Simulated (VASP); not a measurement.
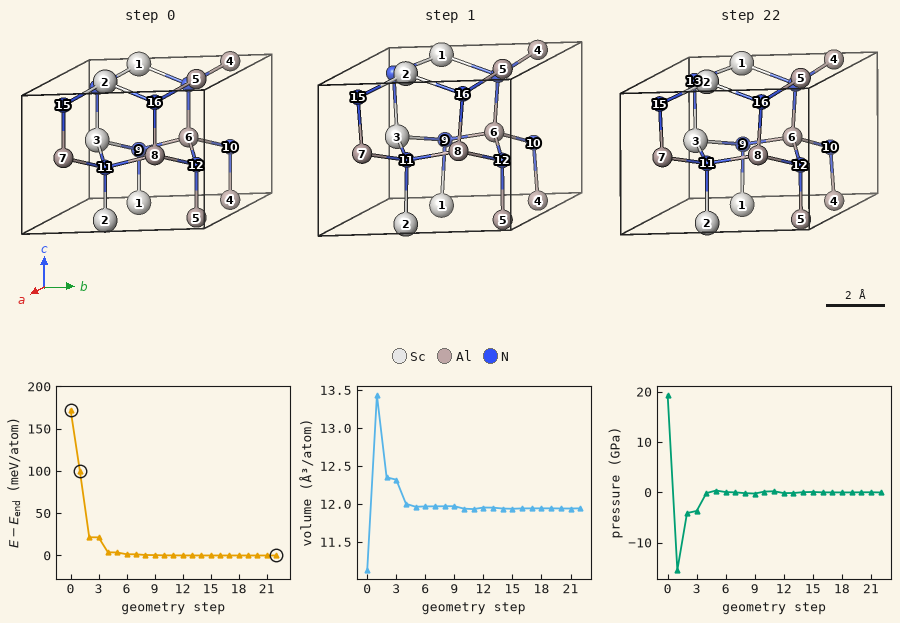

Frames of a relaxation of crystalline Sc₃Al₅N₈ (a generated structure, set up in Cm), marked on the history of the run. Style: ball-and-stick. Shown: the cell of the calculation, slightly off an axis.

The run lets cell and atoms move.

These are results of Kohn-Sham DFT of a periodic cell, PBE, VASP PAW PBE potentials, recommended (VASP), not measurements.

The input:
```
SYSTEM = Sc3Al5N8
ALGO = Normal
EDIFF = 1E-7
EDIFFG = -0.005
ENCUT = 520
GGA = PE
IBRION = 2
ISIF = 3
ISMEAR = 0
LASPH = .True.
LCHARG = .False.
LREAL = .False.
LWAVE = .False.
NELM = 80
NSW = 60
PREC = Accurate
SIGMA = 0.03
```

Run as
```bash
cat potpaw_PBE.64/Sc_sv/POTCAR potpaw_PBE.64/Al/POTCAR potpaw_PBE.64/N/POTCAR > POTCAR
mpirun -np 1 vasp_std > vasp.out
```

**What happens along the run?**

An N atom moves most relative to the cell: 0.19 Å along [−1 −2 3]. By element the largest moves are N 0.19 Å, Sc 0.10 Å, Al 0.04 Å. The drawn cell changes as follows: a 6.449 → 6.559 Å (+1.7 %), b 6.449 → 6.646 Å (+3.1 %), c 4.944 → 5.040 Å (+1.9 %), α 90.0° → 90.2°, γ 120.0° → 119.6°; the volume changes by +7.3 %. Among the contacts that change: N–Sc 1.889 → 2.142 Å, N–Sc 1.951 → 2.111 Å, N–Sc 1.951 → 2.083 Å, Sc–Sc 3.095 → 3.222 Å. Among the angles between lasting bonds that change: Al–N–Al 111.5° → 121.1°, Sc–N–Sc 107.4° → 99.4°, Sc–N–Sc 111.5° → 103.5°. The space group stays Cm (No. 8). The energy falls by 173 meV per atom in 22 geometry steps. The largest force component goes from 3.3 to 0.0036 eV/Å. The pressure goes from 19.36 to −0.02 GPa. From step 0 to 1: N atoms move most (0.23 Å), volume +20.7 %, energy −72.8 meV per atom. From step 1 to 22: a Sc atom moves most (0.06 Å), volume −11.1 %, energy −99.8 meV per atom.
